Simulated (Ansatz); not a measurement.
**Geometry relaxation of Ta7N9 (part 3 of 3)**

The same run, continued: Ta7N9 (slab, 16 atoms in the cell); DFT PBEsol, scalar-relativistic, plane waves, PAW, no spin polarisation (Ansatz 0.2.0); cutoff 420 eV, 6×6×1 k-mesh, Gaussian smearing of 0.1 eV. The structure derives from an entry of the Crystallography Open Database. The input holds or restrains some coordinates. Forces given for the steps count only the free coordinates. It belongs to a series of runs on one base structure; here: clean slab, lower half held.

Geometry of the input (Å; fractional positions):
```
5.1789  0.0000  0.0000
-2.5895  4.4851  0.0000
0.0000  0.0000  22.7920
Ta 0.0000  0.0000  0.3729
N  0.0000  0.3934  0.3729
N  0.3934  0.0000  0.3729
N  0.6066  0.6066  0.3729
Ta 0.3333  0.6667  0.4365
Ta 0.6667  0.3333  0.4365
Ta 0.0000  0.0000  0.5000
N  0.0000  0.3934  0.5000
N  0.3934  0.0000  0.5000
N  0.6066  0.6066  0.5000
Ta 0.3333  0.6667  0.5635
Ta 0.6667  0.3333  0.5635
Ta 0.0000  0.0000  0.6271
N  0.0000  0.3934  0.6271
N  0.3934  0.0000  0.6271
N  0.6066  0.6066  0.6271
```

Output, continued
```
  k-point 6: bands = ["-65.8763", "-65.8763", "-65.7364", "-65.7364", "-65.5198", "-65.4119", "-65.3235", "-32.8420", "-32.6199", "-32.6199", "-32.6060", "-32.5882", "-32.5882", "-32.3835", "-32.3835", "-32.2778", "-32.2437", "-32.2402", "-32.2402", "-32.1576", "-32.1576", "-32.0762", "-32.0413", "-32.0413", "-31.9862", "-31.8981", "-31.8981", "-31.6729", "-12.9200", "-12.9200", "-12.6917", "-11.8139", "-11.4914", "-11.4914", "-10.6556", "-10.6556", "-10.6062", "-4.3833", "-4.3652", "-4.3652", "-4.0205", "-4.0205", "-3.8324", "-3.0200", "-3.0200", "-2.5804", "-2.1471", "-2.1471", "-2.1321", "-1.8338", "-1.8087", "-1.8087", "-0.7946", "-0.7946", "-0.7379", "-0.7379", "-0.5115", "-0.4617", "0.0820", "0.1980", "0.1980", "0.8965", "1.0488", "1.0488", "1.1565", "1.9920", "2.0116", "2.0116", "2.1869", "2.1869", "4.2093", "4.6077", "5.0074", "5.0074", "5.1645", "5.1645", "5.5562", "6.0961", "6.1021", "6.1021", "6.3509", "6.3509", "6.6057", "6.7849"]
--- Relaxed structure (6 steps of the walk, 6 accepted, 0 SCFs on fresh bases) ---
  F+E_penalty+E_count = -72063.64591222 eV   max|allowed force component| = 2.339e-2 eV/Å
  atoms:
    - { symbol: Ta, position: [0.0, 0.0, 0.37293796230000004] }
    - { symbol: N, position: [-5.551115123125783e-17, 0.3933709415, 0.37293796230000004] }
    - { symbol: N, position: [0.39337094150000007, 0.0, 0.37293796230000004] }
    - { symbol: N, position: [0.6066290585000002, 0.6066290585, 0.37293796230000004] }
    - { symbol: Ta, position: [0.3333333333333333, 0.6666666666666669, 0.4364689811000001] }
    - { symbol: Ta, position: [0.666666666666667, 0.33333333333333337, 0.4364689811000001] }
    - { symbol: Ta, position: [-7.149124164277946e-19, -1.2333967975203195e-30, 0.49839331020031574] }
    - { symbol: N, position: [2.7755575615628914e-17, 0.39155722188122777, 0.5014609709422729] }
    - { symbol: N, position: [0.39155722188122777, -8.539920726776715e-20, 0.5014609709422729] }
    - { symbol: N, position: [0.6084427781187725, 0.6084427781187723, 0.5014609709422729] }
    - { symbol: Ta, position: [0.3333333333333333, 0.6666666666666669, 0.569915702760784] }
    - { symbol: Ta, position: [0.666666666666667, 0.33333333333333337, 0.569915702760784] }
    - { symbol: Ta, position: [-2.260375440112464e-18, -3.896516625061912e-30, 0.6219820837369224] }
    - { symbol: N, position: [-2.7755575615628914e-17, 0.3718543263137129, 0.6219592680555656] }
    - { symbol: N, position: [0.37185432631371296, -1.2468774989223575e-18, 0.6219592680555656] }
    - { symbol: N, position: [0.6281456736862874, 0.6281456736862873, 0.6219592680555656] }
```

Trajectory as extended XYZ (Å, eV, eV/Å), 6 frames, from step=1 to step=6
```
16
Lattice="5.1789 0.0000 0.0000 -2.5895 4.4851 0.0000 0.0000 0.0000 22.7920" Properties=species:S:1:pos:R:3:forces:R:3 step=1 energy=-72061.94017
Ta    0.0000    0.0000    8.5000    0.0000   0.0000   0.1938
N    -1.0186    1.7643    8.5000    1.0416  -1.8041   2.6382
N     2.0372    0.0000    8.5000   -2.0832   0.0000   2.6382
N     1.5708    2.7208    8.5000    1.0416   1.8041   2.6382
Ta    0.0000    2.9901    9.9480    0.0000   0.0000  -5.0892
Ta    2.5895    1.4950    9.9480    0.0000   0.0000  -5.0892
Ta    0.0000    0.0000   11.3960    0.0000   0.0000   0.0000
N    -1.0186    1.7643   11.3960    0.0636  -0.1102   0.0000
N     2.0372    0.0000   11.3960   -0.1272   0.0000   0.0000
N     1.5708    2.7208   11.3960    0.0636   0.1102   0.0000
Ta    0.0000    2.9901   12.8440    0.0000   0.0000   5.0892
Ta    2.5895    1.4950   12.8440    0.0000   0.0000   5.0892
Ta    0.0000    0.0000   14.2920    0.0000   0.0000  -0.1938
N    -1.0186    1.7643   14.2920    1.0416  -1.8041  -2.6382
N     2.0372    0.0000   14.2920   -2.0832   0.0000  -2.6382
N     1.5708    2.7208   14.2920    1.0416   1.8041  -2.6382
16
Lattice="5.1789 0.0000 0.0000 -2.5895 4.4851 0.0000 0.0000 0.0000 22.7920" Properties=species:S:1:pos:R:3:forces:R:3 step=2 energy=-72063.52433
Ta    0.0000    0.0000    8.5000    0.0000   0.0000   0.5374
N    -1.0186    1.7643    8.5000    1.0155  -1.7588   2.8659
N     2.0372    0.0000    8.5000   -2.0309   0.0000   2.8659
N     1.5708    2.7208    8.5000    1.0155   1.7588   2.8659
Ta    0.0000    2.9901    9.9480    0.0000   0.0000  -4.1717
Ta    2.5895    1.4950    9.9480    0.0000   0.0000  -4.1717
Ta    0.0000    0.0000   11.4173    0.0000   0.0000  -1.2131
N    -1.0244    1.7743   11.4566    0.1827  -0.3164  -0.4855
N     2.0488    0.0000   11.4566   -0.3654   0.0000  -0.4855
N     1.5650    2.7107   11.4566    0.1827   0.3164  -0.4855
Ta    0.0000    2.9901   12.9772    0.0000   0.0000   0.3096
Ta    2.5895    1.4950   12.9772    0.0000   0.0000   0.3096
Ta    0.0000    0.0000   14.1416    0.0000   0.0000   0.7656
N    -0.9496    1.6447   14.1519   -0.4275   0.7405   0.1632
N     1.8992    0.0000   14.1519    0.8550   0.0000   0.1632
N     1.6399    2.8403   14.1519   -0.4275  -0.7405   0.1632
16
Lattice="5.1789 0.0000 0.0000 -2.5895 4.4851 0.0000 0.0000 0.0000 22.7920" Properties=species:S:1:pos:R:3:forces:R:3 step=3 energy=-72063.58513
Ta    0.0000    0.0000    8.5000    0.0000   0.0000   0.0890
N    -1.0186    1.7643    8.5000    0.9696  -1.6794   2.7461
N     2.0372    0.0000    8.5000   -1.9392   0.0000   2.7461
N     1.5708    2.7208    8.5000    0.9696   1.6794   2.7461
Ta    0.0000    2.9901    9.9480    0.0000   0.0000  -4.2937
Ta    2.5895    1.4950    9.9480    0.0000   0.0000  -4.2937
Ta    0.0000    0.0000   11.2897    0.0000   0.0000   1.3073
N    -1.0181    1.7633   11.4373    0.1090  -0.1888  -0.1622
N     2.0361    0.0000   11.4373   -0.2181   0.0000  -0.1622
N     1.5714    2.7218   11.4373    0.1090   0.1888  -0.1622
Ta    0.0000    2.9901   12.9911    0.0000   0.0000  -0.0417
Ta    2.5895    1.4950   12.9911    0.0000   0.0000  -0.0417
Ta    0.0000    0.0000   14.2056    0.0000   0.0000  -0.4645
N    -0.9590    1.6610   14.1776   -0.0866   0.1500  -0.0036
N     1.9179    0.0000   14.1776    0.1732   0.0000  -0.0036
N     1.6305    2.8241   14.1776   -0.0866  -0.1500  -0.0036
16
Lattice="5.1789 0.0000 0.0000 -2.5895 4.4851 0.0000 0.0000 0.0000 22.7920" Properties=species:S:1:pos:R:3:forces:R:3 step=4 energy=-72063.64450
Ta    0.0000    0.0000    8.5000    0.0000   0.0000   0.2831
N    -1.0186    1.7643    8.5000    1.0119  -1.7526   2.8054
N     2.0372    0.0000    8.5000   -2.0237   0.0000   2.8054
N     1.5708    2.7208    8.5000    1.0119   1.7526   2.8054
Ta    0.0000    2.9901    9.9480    0.0000   0.0000  -4.3517
Ta    2.5895    1.4950    9.9480    0.0000   0.0000  -4.3517
Ta    0.0000    0.0000   11.3609    0.0000   0.0000   0.0375
N    -1.0125    1.7537   11.4307   -0.0238   0.0412  -0.0145
N     2.0250    0.0000   11.4307    0.0475   0.0000  -0.0145
N     1.5770    2.7314   11.4307   -0.0238  -0.0412  -0.0145
Ta    0.0000    2.9901   12.9869    0.0000   0.0000   0.1207
Ta    2.5895    1.4950   12.9869    0.0000   0.0000   0.1207
Ta    0.0000    0.0000   14.1892    0.0000   0.0000  -0.1008
N    -0.9620    1.6663   14.1775   -0.0376   0.0650  -0.0432
N     1.9241    0.0000   14.1775    0.0751   0.0000  -0.0432
N     1.6274    2.8188   14.1775   -0.0376  -0.0650  -0.0432
16
Lattice="5.1789 0.0000 0.0000 -2.5895 4.4851 0.0000 0.0000 0.0000 22.7920" Properties=species:S:1:pos:R:3:forces:R:3 step=5 energy=-72063.64591
Ta    0.0000    0.0000    8.5000    0.0000   0.0000   0.2657
N    -1.0186    1.7643    8.5000    1.0118  -1.7526   2.8039
N     2.0372    0.0000    8.5000   -2.0237   0.0000   2.8039
N     1.5708    2.7208    8.5000    1.0118   1.7526   2.8039
Ta    0.0000    2.9901    9.9480    0.0000   0.0000  -4.3432
Ta    2.5895    1.4950    9.9480    0.0000   0.0000  -4.3432
Ta    0.0000    0.0000   11.3594    0.0000   0.0000   0.0227
N    -1.0139    1.7562   11.4293    0.0025  -0.0043  -0.0055
N     2.0278    0.0000   11.4293   -0.0050   0.0000  -0.0055
N     1.5755    2.7289   11.4293    0.0025   0.0043  -0.0055
Ta    0.0000    2.9901   12.9895    0.0000   0.0000  -0.0031
Ta    2.5895    1.4950   12.9895    0.0000   0.0000  -0.0031
Ta    0.0000    0.0000   14.1762    0.0000   0.0000   0.0234
N    -0.9629    1.6678   14.1757   -0.0094   0.0163  -0.0048
N     1.9258    0.0000   14.1757    0.0188   0.0000  -0.0048
N     1.6266    2.8173   14.1757   -0.0094  -0.0163  -0.0048
16
Lattice="5.1789 0.0000 0.0000 -2.5895 4.4851 0.0000 0.0000 0.0000 22.7920" Properties=species:S:1:pos:R:3:forces:R:3 step=6 energy=-72063.64591
Ta    0.0000    0.0000    8.5000    0.0000   0.0000   0.2658
N    -1.0186    1.7643    8.5000    1.0119  -1.7526   2.8038
N     2.0372    0.0000    8.5000   -2.0238   0.0000   2.8038
N     1.5708    2.7208    8.5000    1.0119   1.7526   2.8038
Ta    0.0000    2.9901    9.9480    0.0000   0.0000  -4.3431
Ta    2.5895    1.4950    9.9480    0.0000   0.0000  -4.3431
Ta    0.0000    0.0000   11.3594    0.0000   0.0000   0.0225
N    -1.0139    1.7562   11.4293    0.0025  -0.0044  -0.0055
N     2.0278    0.0000   11.4293   -0.0051   0.0000  -0.0055
N     1.5755    2.7289   11.4293    0.0025   0.0044  -0.0055
Ta    0.0000    2.9901   12.9895    0.0000   0.0000  -0.0030
Ta    2.5895    1.4950   12.9895    0.0000   0.0000  -0.0030
Ta    0.0000    0.0000   14.1762    0.0000   0.0000   0.0234
N    -0.9629    1.6678   14.1757   -0.0094   0.0163  -0.0047
N     1.9258    0.0000   14.1757    0.0188   0.0000  -0.0047
N     1.6266    2.8173   14.1757   -0.0094  -0.0163  -0.0047
```

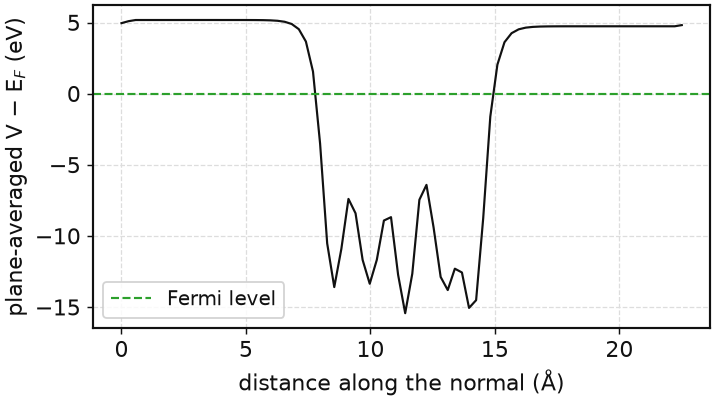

**Figure 1.** Plane average of the electrostatic potential energy of an electron across the cell, from the Fermi level. The vacuum level lies 4.74 eV above the Fermi level on the upper side and 5.18 eV on the lower.

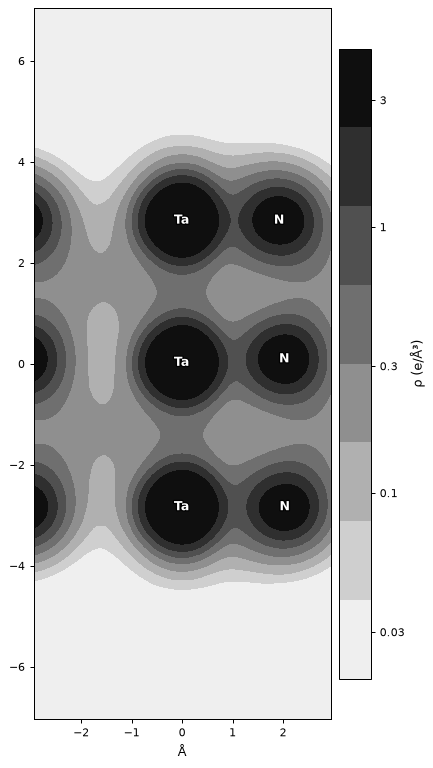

**Figure 2.** Valence pseudo-density on the (100) plane of the calculation cell, a cut from vacuum to vacuum. Ta–N (1.93 Å): ρ is about 1.2 e/Å³ halfway. Ta–Ta (2.82 Å): ρ is about 0.4 e/Å³ halfway. Ta–N (2.04 Å): ρ is about 0.91 e/Å³ halfway. Ta–Ta (2.86 Å): ρ at the midpoint is about 0.37 e/Å³. The density dies away to nearly zero in the vacuum. Core electrons are frozen (PAW), so the fields are smoothed inside the atomic spheres.

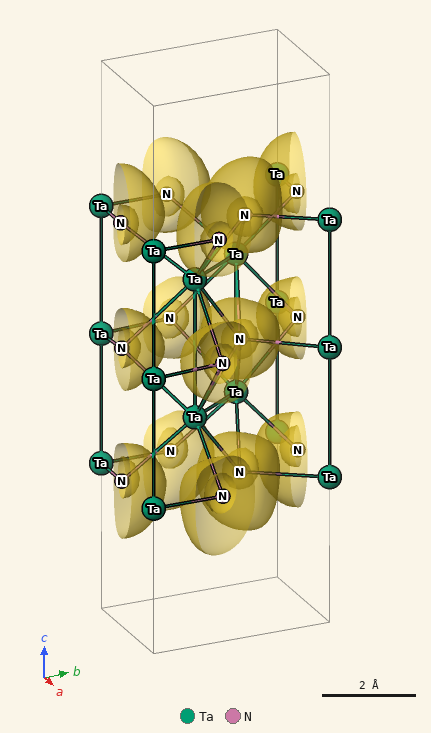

**Figure 3.** Isosurface of the electron localisation function at 0.65 (yellow), seen slightly off an axis. Core shells and regions of very low density are left out. Sticks mark near contacts. Profiles from the grid: Ta–N (1.93 Å): the ELF is about 0.35 at the midpoint. Ta–Ta (2.82 Å): the ELF is about 0.55 at the midpoint (no localised pair between them).

Summary

| quantity | value |
| --- | --- |
| outcome | converged under the restraints of the input |
| electrons treated | 136 |
| free energy | −72063.6459 eV |
| work function, top face | 4.74 eV |
| work function, bottom face | 5.18 eV |
| Fermi energy | 2.324 eV |
| gap on the k-point mesh | none (metallic) |
| final volume | 529.41 Å³ |
| work function (upper face) | 4.74 eV |
| largest force (length of the vector) at the end, held atoms and coordinates included | 4.343 eV/Å |
| wall time | 2.2 min (CPU time 4.2 min) |
| peak memory | 0.96 GiB |

Remarks

Warnings of the run: the exchange-correlation potential is rough where the density is thin. Spin–orbit coupling is left out, which matters for Ta.
